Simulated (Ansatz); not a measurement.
# Geometry relaxation of Al$_{8}$Ru$_{8}$H (part 1 of 2)

System: Al$_{8}$Ru$_{8}$H (defect cell, 17 atoms in the cell).
Method: DFT PBEsol, scalar-relativistic, plane waves, PAW, no spin polarisation (Ansatz 0.2.0).

The structure derives from a Materials Project entry. It belongs to a series of runs on one base structure; here: H interstitial, charge +0, atoms relaxed. Figures and captions count atoms from 1; the log counts them from 0 in places.

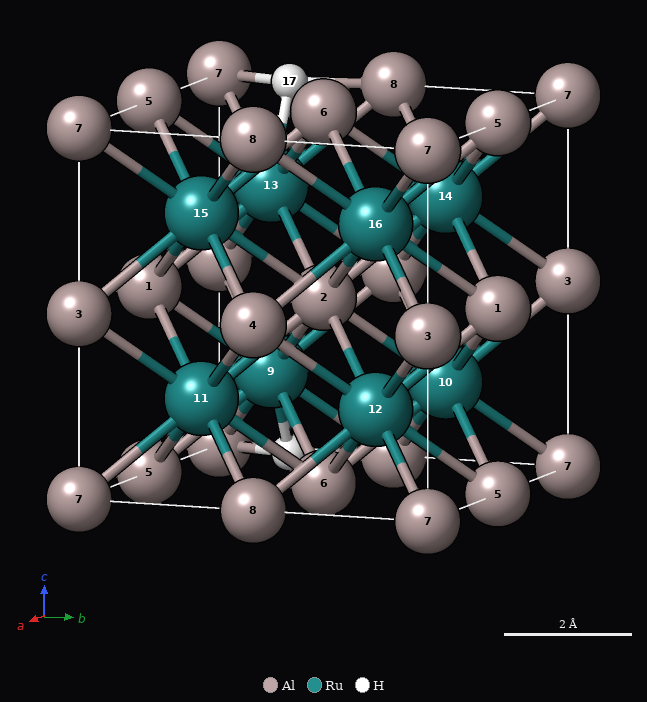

Fig. 1: The structure as given in the input (ball-and-stick view of the cell of the calculation, seen slightly off an axis; atoms are numbered from 1 in the order of the input). An atom can appear more than once, as a periodic image.

**The input**
```yaml
crystal:
  lattice:
    - [0.0, 5.9526289091, 0.0]
    - [0.0, 0.0, 5.9526289091]
    - [5.9526289091, 0.0, 0.0]
  atoms:
    - { symbol: Al, position: [0.5, 0.0, 0.5] }
    - { symbol: Al, position: [0.5, 0.5, 0.5] }
    - { symbol: Al, position: [0.0, 0.0, 0.5] }
    - { symbol: Al, position: [0.0, 0.5, 0.5] }
    - { symbol: Al, position: [0.5, 0.0, 0.0] }
    - { symbol: Al, position: [0.5, 0.5, 0.0] }
    - { symbol: Al, position: [0.0, 0.0, 0.0] }
    - { symbol: Al, position: [0.0, 0.5, 0.0] }
    - { symbol: Ru, position: [0.25, 0.25, 0.25] }
    - { symbol: Ru, position: [0.25, 0.75, 0.25] }
    - { symbol: Ru, position: [0.75, 0.25, 0.25] }
    - { symbol: Ru, position: [0.75, 0.75, 0.25] }
    - { symbol: Ru, position: [0.25, 0.25, 0.75] }
    - { symbol: Ru, position: [0.25, 0.75, 0.75] }
    - { symbol: Ru, position: [0.75, 0.25, 0.75] }
    - { symbol: Ru, position: [0.75, 0.75, 0.75] }
    - { symbol: H, position: [0.1181812659, 0.2489432978, 0.0102409457] }
basis:
  ecutwfc: 420
  xc_grid: 2
kpoints:
  mp_grid: { grid: [4, 4, 4], shift: [0.5, 0.5, 0.5] }
hamiltonian:
  xc: pbesol
scf:
  occupations: { method: gaussian, width: 0.1 }
output:
  forces: true
  stress: false
  eigenvalues: true
relax:
  adjacent_minimum: "off"
  f_tol: 0.02
  max_steps: 60
```

Run on 4 threads of Intel Xeon (Granite Rapids), 32 GiB of memory available, shared host.

Launched with:
```bash
ansatz run input.yaml --threads 4 --pin off --max-ram 10240MiB --backend cpu --events-out ev --progress --plain --runs-dir out
```

**What the program printed**
```
Engine: ansatz 0.2.0, x86_64-unknown-linux-gnu
Pseudopotentials: kind: paw
Pseudopotential: Al, paw, valence charge 3, recommended cutoff 420 eV (normal), Al.paw.azcp
Pseudopotential: Ru, paw, valence charge 16, recommended cutoff 420 eV (normal), Ru.paw.azcp
Pseudopotential: H, paw, valence charge 1, recommended cutoff 420 eV (normal), H.paw.azcp
Functional definition: PBEsol
  exchange = pbesol_x
  correlation = pbesol_c
Crystal: 17 atoms, lattice volume = 210.924 Å³
Basis set: ecut = 420 eV, 4067 PW (Γ), exchange–correlation on 80×80×80 points (8 copies of the dense FFT grid, shifted against one another)
Bands: 94, of which v1, the nominal top of the filled ones, is band 77 counted from 1 (76 counted from 0)
Symmetry: 1 space group operations
Space group: P1 (ITA 1), of the structure as read, at distance tolerance 6.0e-5 Å
k-points: 32 of 64 (time reversal used)
Non-local potential: Al, projectors of the file, l = 0: 2, l = 1: 2, l = 2: 1
Non-local potential: Ru, projectors of the file, l = 0: 3, l = 1: 2, l = 2: 2, l = 3: 1
Non-local potential: H, projectors of the file, l = 0: 2, l = 1: 1
PAW form: soft (Blöchl's): semilocal exchange-correlation on the pseudo side does not see the compensation charge
PAW frozen core: Al, regenerated for the run's functional, and the local potential with it (the file was generated under x = pbe(κ = 0.804, μ = 0.2195149727645171), c = pbe(β = 0.06672455060314922))
PAW frozen core: Ru, regenerated for the run's functional, and the local potential with it (the file was generated under x = pbe(κ = 0.804, μ = 0.2195149727645171), c = pbe(β = 0.06672455060314922))
PAW one-centre angular grid: Al, 110 points (default); XC on 64 Gauss nodes
PAW one-centre angular grid: Ru, 590 points (default); XC on 64 Gauss nodes
PAW one-centre angular grid: H, 110 points (default); XC on 64 Gauss nodes
Initial density: superposition of atomic densities (neutral atoms: chi_scale 0, normalization atom), corrected by the library's trained network
Initial wavefunctions: pseudopotential atomic-orbital guess
Functional: x = pbesol(κ = 0.804, μ = 0.12345679012345678), c = pbesol(β = 0.046)
SCF iter   1: F=—  HF=-50753.759304 eV  |F-HF|=—  |Δ(HF+E_count)|=         —  Δρ=8.07e-3  dr2=1.61e-1  ethr=1.77e-3  ⟨swp⟩=7.0  Hψ=11873  notcnv=0  defer=22
preconditioner: auto → Kerker (q_TF=auto, 2.586 Å⁻¹)  [metal: Δε(μ)=0.036 eV  Ē_g=6.430 eV  σ=0.100 eV  W_gap=0.20  n_scr=80 (ndim 8)  ℏωp=24.1 eV  f_vac=0.000  D(μ)=11.32/eV (n_scr^D=92)]
SCF iter   2: F=—  HF=-50753.734563 eV  |F-HF|=—  |Δ(HF+E_count)|=   2.47e-2  Δρ=3.49e-3  dr2=3.37e-2  ethr=1.05e-4  ⟨swp⟩=1.1  Hψ=3490  notcnv=0  defer=48
SCF iter   3: F=—  HF=-50753.729309 eV  |F-HF|=—  |Δ(HF+E_count)|=   5.25e-3  Δρ=5.84e-4  dr2=1.13e-3  ethr=2.21e-5  ⟨swp⟩=2.0  Hψ=3868  notcnv=0  defer=48
SCF iter   4: F=—  HF=-50753.728556 eV  |F-HF|=—  |Δ(HF+E_count)|=   7.53e-4  Δρ=1.38e-4  dr2=9.74e-5  ethr=7.37e-7  ⟨swp⟩=2.4  Hψ=4953  notcnv=0  defer=48
iter 5 did not close the SCF: its close was put off for the readings that it lacked (scf_convergence_deferred on its scf_iter line)
SCF iter   5: F=-50753.728540 eV  HF=-50753.728543 eV  |F-HF|=3.03e-6  |Δ(HF+E_count)|=   1.28e-5  Δρ=3.58e-5  dr2=3.97e-6  ethr=6.37e-8  ⟨swp⟩=2.2  Hψ=4520  notcnv=0  defer=48
SCF iter   6: F=-50753.728542 eV  HF=-50753.728543 eV  |F-HF|=1.50e-7  |Δ(HF+E_count)|=   8.37e-7  Δρ=8.79e-6  dr2=2.15e-7  ethr=2.59e-9  ⟨swp⟩=9.0  Hψ=12745  notcnv=0
SCF 1 converged in 6 iterations: F = -50753.728542 eV  dr2 = 2.15e-7
  greatest PAW one-centre occupation: 0.999 electrons in one spin orbital (limit 2), on the Ru atom at site 10 (counted from 0), in its partial waves of l = 0
relax step   1: F+E_penalty+E_count = -50753.72854237 eV  Δ(F+E_penalty+E_count) = +0.000e0 eV  max|allowed force component| = 1.922e0 eV/Å  Δτ_max = 0.0000 Å  (6 SCF iters, dr2 threshold 1.00e-5 eV, accepted)
Initial density: handed on by an earlier stage of this run
Initial wavefunctions: those handed on with the density
iter 1 solved again at ethr=3.37e-4 eV; its pass at ethr=3.10e-3 eV (dr2=5.16e-1 eV) is discarded
SCF iter   1: F=—  HF=-50754.046306 eV  |F-HF|=—  |Δ(HF+E_count)|=         —  Δρ=9.76e-3  dr2=5.16e-1  ethr=3.37e-4  ⟨swp⟩=1.0  Hψ=9460  notcnv=0  defer=248
preconditioner: auto → Kerker (q_TF=auto, 2.586 Å⁻¹)  [metal: Δε(μ)=0.003 eV  Ē_g=6.427 eV  σ=0.100 eV  W_gap=0.02  n_scr=80 (ndim 8)  ℏωp=24.1 eV  f_vac=0.000  D(μ)=12.21/eV (n_scr^D=122)]
SCF iter   2: F=—  HF=-50754.016424 eV  |F-HF|=—  |Δ(HF+E_count)|=   2.99e-2  Δρ=4.69e-3  dr2=1.58e-1  ethr=3.37e-4  ⟨swp⟩=1.0  Hψ=2760  notcnv=0  defer=248
SCF iter   3: F=—  HF=-50754.000006 eV  |F-HF|=—  |Δ(HF+E_count)|=   1.64e-2  Δρ=8.55e-4  dr2=7.31e-3  ethr=1.03e-4  ⟨swp⟩=1.5  Hψ=2776  notcnv=0  defer=248
SCF iter   4: F=—  HF=-50753.998487 eV  |F-HF|=—  |Δ(HF+E_count)|=   1.52e-3  Δρ=2.29e-4  dr2=2.15e-4  ethr=4.78e-6  ⟨swp⟩=2.0  Hψ=3888  notcnv=0  defer=248
iter 5 did not close the SCF: its close was put off for the readings that it lacked (scf_convergence_deferred on its scf_iter line)
SCF iter   5: F=-50753.998442 eV  HF=-50753.998449 eV  |F-HF|=7.66e-6  |Δ(HF+E_count)|=   3.72e-5  Δρ=5.06e-5  dr2=9.66e-6  ethr=1.41e-7  ⟨swp⟩=2.0  Hψ=4032  notcnv=0  defer=248
SCF iter   6: F=-50753.998447 eV  HF=-50753.998447 eV  |F-HF|=2.62e-7  |Δ(HF+E_count)|=   1.83e-6  Δρ=1.18e-5  dr2=3.84e-7  ethr=6.31e-9  ⟨swp⟩=9.8  Hψ=11634  notcnv=0
SCF 2 converged in 6 iterations: F = -50753.998447 eV  dr2 = 3.84e-7
  greatest PAW one-centre occupation: 0.999 electrons in one spin orbital (limit 2), on the Ru atom at site 14 (counted from 0), in its partial waves of l = 0
relax step   2: F+E_penalty+E_count = -50753.99844723 eV  Δ(F+E_penalty+E_count) = -2.699e-1 eV  max|allowed force component| = 6.608e-1 eV/Å  Δτ_max = 0.0646 Å  (6 SCF iters, dr2 threshold 1.00e-4 eV, accepted)
iter 1 solved again at ethr=5.48e-5 eV; its pass at ethr=3.10e-3 eV (dr2=8.39e-2 eV) is discarded
SCF iter   1: F=—  HF=-50754.076526 eV  |F-HF|=—  |Δ(HF+E_count)|=         —  Δρ=7.24e-3  dr2=8.31e-2  ethr=5.48e-5  ⟨swp⟩=1.0  Hψ=9584  notcnv=0  defer=212
preconditioner: auto → Kerker (q_TF=auto, 2.586 Å⁻¹)  [metal: Δε(μ)=0.059 eV  Ē_g=6.424 eV  σ=0.100 eV  W_gap=0.33  n_scr=80 (ndim 8)  ℏωp=24.1 eV  f_vac=0.000  D(μ)=11.54/eV (n_scr^D=92)]
SCF iter   2: F=—  HF=-50754.065624 eV  |F-HF|=—  |Δ(HF+E_count)|=   1.09e-2  Δρ=4.14e-3  dr2=2.85e-2  ethr=5.43e-5  ⟨swp⟩=1.5  Hψ=2792  notcnv=0  defer=212
SCF iter   3: F=—  HF=-50754.059059 eV  |F-HF|=—  |Δ(HF+E_count)|=   6.57e-3  Δρ=4.14e-4  dr2=5.97e-4  ethr=1.86e-5  ⟨swp⟩=2.2  Hψ=3740  notcnv=0  defer=212
SCF iter   4: F=—  HF=-50754.058612 eV  |F-HF|=—  |Δ(HF+E_count)|=   4.47e-4  Δρ=1.15e-4  dr2=4.45e-5  ethr=3.90e-7  ⟨swp⟩=2.0  Hψ=3850  notcnv=0  defer=212
iter 5 did not close the SCF: its close was put off for the readings that it lacked (scf_convergence_deferred on its scf_iter line)
SCF iter   5: F=-50754.058601 eV  HF=-50754.058604 eV  |F-HF|=3.34e-6  |Δ(HF+E_count)|=   7.73e-6  Δρ=2.78e-5  dr2=3.81e-6  ethr=2.91e-8  ⟨swp⟩=2.0  Hψ=4126  notcnv=0  defer=212
SCF iter   6: F=-50754.058603 eV  HF=-50754.058603 eV  |F-HF|=1.02e-7  |Δ(HF+E_count)|=   6.38e-7  Δρ=9.03e-6  dr2=1.58e-7  ethr=2.49e-9  ⟨swp⟩=9.5  Hψ=11236  notcnv=0
SCF 3 converged in 6 iterations: F = -50754.058603 eV  dr2 = 1.58e-7
relax step   3: F+E_penalty+E_count = -50754.05860322 eV  Δ(F+E_penalty+E_count) = -6.016e-2 eV  max|allowed force component| = 1.833e-1 eV/Å  Δτ_max = 0.2000 Å  (6 SCF iters, dr2 threshold 2.73e-5 eV, accepted)
SCF iter   1: F=—  HF=-50754.068937 eV  |F-HF|=—  |Δ(HF+E_count)|=         —  Δρ=3.09e-3  dr2=2.39e-2  ethr=7.91e-5  ⟨swp⟩=2.0  Hψ=5476  notcnv=0  defer=248
preconditioner: auto → Kerker (q_TF=auto, 2.586 Å⁻¹)  [metal: Δε(μ)=0.045 eV  Ē_g=6.417 eV  σ=0.100 eV  W_gap=0.25  n_scr=80 (ndim 8)  ℏωp=24.1 eV  f_vac=0.000  D(μ)=11.82/eV (n_scr^D=122)]
SCF iter   2: F=—  HF=-50754.066672 eV  |F-HF|=—  |Δ(HF+E_count)|=   2.27e-3  Δρ=1.69e-3  dr2=7.37e-3  ethr=1.56e-5  ⟨swp⟩=1.0  Hψ=3488  notcnv=0  defer=248
SCF iter   3: F=—  HF=-50754.065494 eV  |F-HF|=—  |Δ(HF+E_count)|=   1.18e-3  Δρ=2.08e-4  dr2=1.62e-4  ethr=4.82e-6  ⟨swp⟩=2.2  Hψ=4048  notcnv=0  defer=248
SCF iter   4: F=—  HF=-50754.065104 eV  |F-HF|=—  |Δ(HF+E_count)|=   3.90e-4  Δρ=5.37e-5  dr2=1.55e-5  ethr=1.06e-7  ⟨swp⟩=1.9  Hψ=3404  notcnv=0  defer=248
iter 5 did not close the SCF: its close was put off for the readings that it lacked (scf_convergence_deferred on its scf_iter line)
SCF iter   5: F=-50754.065101 eV  HF=-50754.065102 eV  |F-HF|=1.38e-6  |Δ(HF+E_count)|=   2.13e-6  Δρ=1.62e-5  dr2=1.55e-6  ethr=1.01e-8  ⟨swp⟩=2.4  Hψ=4116  notcnv=0  defer=248
SCF iter   6: F=-50754.065102 eV  HF=-50754.065102 eV  |F-HF|=4.93e-8  |Δ(HF+E_count)|=   2.29e-7  Δρ=5.13e-6  dr2=6.63e-8  ethr=1.01e-9  ⟨swp⟩=9.4  Hψ=11582  notcnv=0
SCF 4 converged in 6 iterations: F = -50754.065102 eV  dr2 = 6.63e-8
relax step   4: F+E_penalty+E_count = -50754.06510160 eV  Δ(F+E_penalty+E_count) = -6.498e-3 eV  max|allowed force component| = 3.111e-2 eV/Å  Δτ_max = 0.0716 Å  (6 SCF iters, dr2 threshold 2.59e-6 eV, accepted)
SCF iter   1: F=—  HF=-50754.065803 eV  |F-HF|=—  |Δ(HF+E_count)|=         —  Δρ=4.69e-4  dr2=5.07e-4  ethr=1.32e-6  ⟨swp⟩=2.0  Hψ=5200  notcnv=0  defer=2
preconditioner: auto → Kerker (q_TF=auto, 2.586 Å⁻¹)  [metal: Δε(μ)=0.058 eV  Ē_g=6.417 eV  σ=0.100 eV  W_gap=0.31  n_scr=80 (ndim 8)  ℏωp=24.1 eV  f_vac=0.000  D(μ)=11.65/eV (n_scr^D=92)]
SCF iter   2: F=—  HF=-50754.065764 eV  |F-HF|=—  |Δ(HF+E_count)|=   3.88e-5  Δρ=2.47e-4  dr2=1.57e-4  ethr=3.31e-7  ⟨swp⟩=1.0  Hψ=3488  notcnv=0  defer=2
SCF iter   3: F=—  HF=-50754.065744 eV  |F-HF|=—  |Δ(HF+E_count)|=   1.98e-5  Δρ=3.20e-5  dr2=4.80e-6  ethr=1.03e-7  ⟨swp⟩=1.1  Hψ=2928  notcnv=0  defer=2
SCF iter   4: F=—  HF=-50754.065373 eV  |F-HF|=—  |Δ(HF+E_count)|=   3.71e-4  Δρ=8.94e-6  dr2=2.83e-7  ethr=3.14e-9  ⟨swp⟩=2.0  Hψ=3836  notcnv=0  defer=2
iter 5 did not close the SCF: its close was put off for the readings that it lacked (scf_convergence_deferred on its scf_iter line)
SCF iter   5: F=-50754.065373 eV  HF=-50754.065373 eV  |F-HF|=2.44e-8  |Δ(HF+E_count)|=   4.23e-8  Δρ=2.22e-6  dr2=2.78e-8  ethr=1.85e-10  ⟨swp⟩=2.0  Hψ=3944  notcnv=0  defer=2
SCF iter   6: F=-50754.065373 eV  HF=-50754.065373 eV  |F-HF|=7.13e-10  |Δ(HF+E_count)|=   4.15e-9  Δρ=6.69e-7  dr2=1.03e-9  ethr=1.82e-11  ⟨swp⟩=7.0  Hψ=10416  notcnv=0
SCF 5 converged in 6 iterations: F = -50754.065373 eV  dr2 = 1.03e-9
relax step   5: F+E_penalty+E_count = -50754.06537323 eV  Δ(F+E_penalty+E_count) = -2.716e-4 eV  max|allowed force component| = 1.589e-3 eV/Å  Δτ_max = 0.0029 Å  (6 SCF iters, accepted)
```

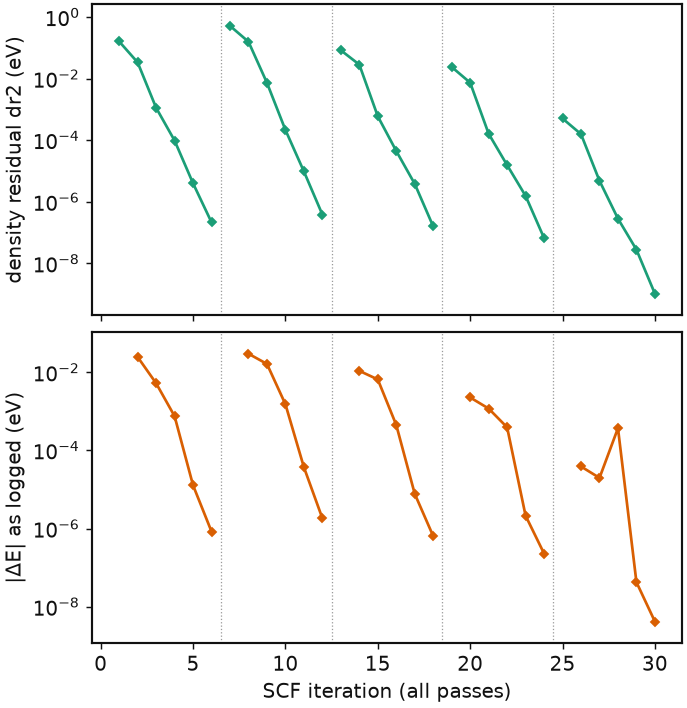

Fig. 2: Convergence of the self-consistent field: density residual dr2 and size of the energy change against the SCF iteration. The dotted lines part the SCF passes of the relaxation: geometry steps, rejected trials and re-solves on a re-selected basis. The 5 passes take 6 iterations each, 30 in all.

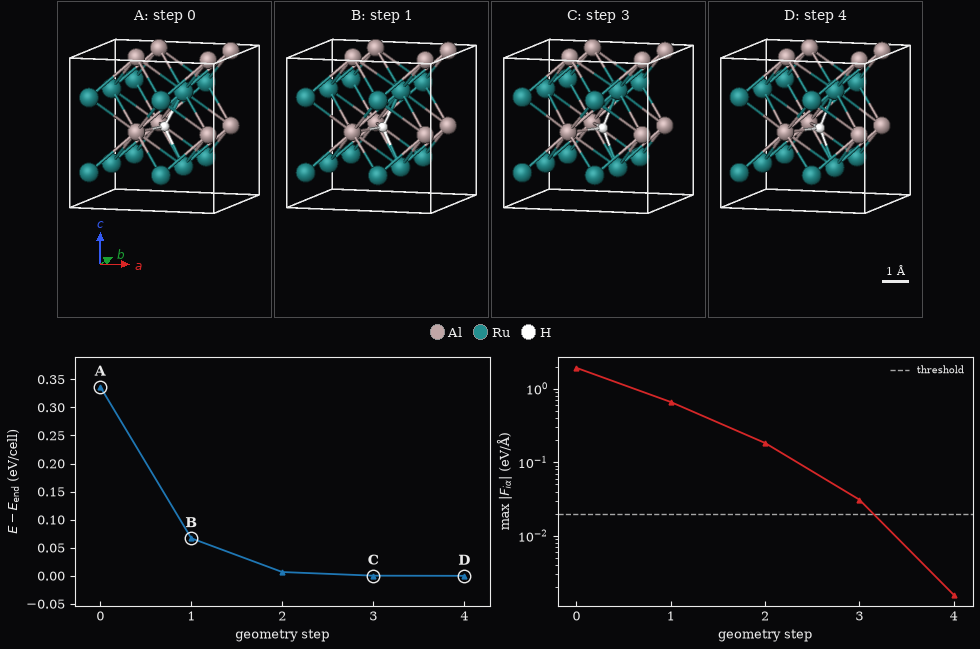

Fig. 3: Frames of the relaxation (ball-and-stick view of the cell of the calculation (origin shifted), seen slightly off an axis) above the curves, on which the letters mark them (the first geometry is step 0 here and step 1 in the log).

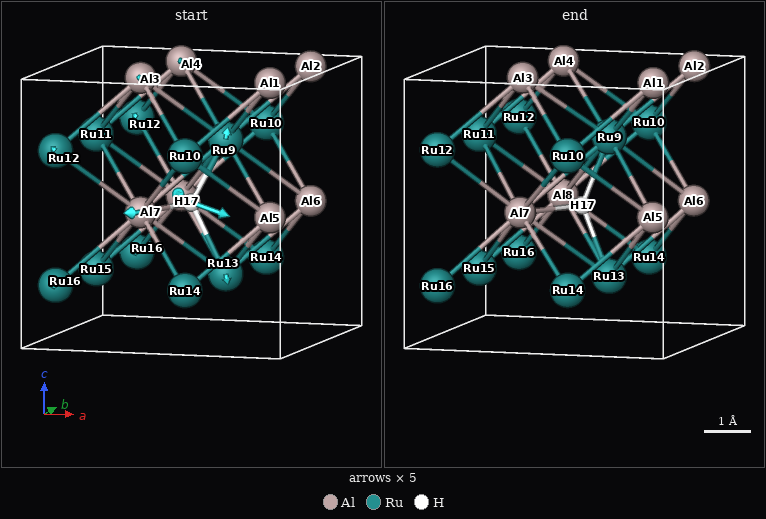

Fig. 4: Before (left) and after (right) the relaxation, at one scale (ball-and-stick view of the cell of the calculation (origin shifted), seen slightly off an axis). The teal arrows give the displacements, magnified 5 times. The energy falls by 0.337 eV per cell of the calculation in 4 geometry steps. The largest force component goes from 1.9 to 0.0016 eV/Å. The atom that moves furthest is H17 (0.19 Å). By element the largest moves are H 0.19 Å, Al 0.10 Å, Ru 0.06 Å. The cell doesn't change. Among the contacts that change: Al7–H17 1.642 → 1.829 Å, Al8–H17 1.653 → 1.829 Å, Al7–Ru13 2.578 → 2.696 Å, Ru13–H17 1.737 → 1.663 Å. Among the angles that change: Ru9–H17–Ru13 124.3° → 136.4°, Al7–H17–Al8 129.2° → 118.3°, Al7–H17–Ru9 104.0° → 101.0°. (Atoms are counted from 1 in the order of the input.)

```
SCF converged after 6 iterations
Free energy (F): -50754.065373 eV
Harris-Foulkes:  -50754.065373 eV  (|F-HF|=7.13e-10)
Internal energy: -50754.007002 eV  (E = F + TS)
E sigma→0 (E₀):  -50754.036188 eV
Entropy (-TS):   -0.058371 eV (-3.434 meV/atom)
Fermi energy:    16.540004 eV
--- Per-component energies (eV) ---
  E_band       = -910.866630
  E_kinetic    = 4373.985218
  E_local      = -14271.141012  (includes V_loc(G=0)·N_el)
  E_nonlocal   = 2855.460953
  E_hartree    = 5067.842317
  E_xc         = -1860.665373
  E_vxc        = -2181.392020  (∫ρ·V_xc dr)
  E_paw        = -30844.620564  (= ΣΔE_a)
  E_vpaw       = -1823.460915  (= ΣTr[D̂ρ^β])
  E_aug_tail   = -0.002800  (compensation charges beyond the density's cutoff)
  E_ewald      = -16077.045221
  E_core_change = 2.179480  (= ΣΔE_core)
  E_smearing   = -0.058371  (= −TS)
  E_closure    = -0.000000  (closes the sum)
  Σ components = -50754.065373   (vs F -50754.065373, Δ=0.00e0)
```
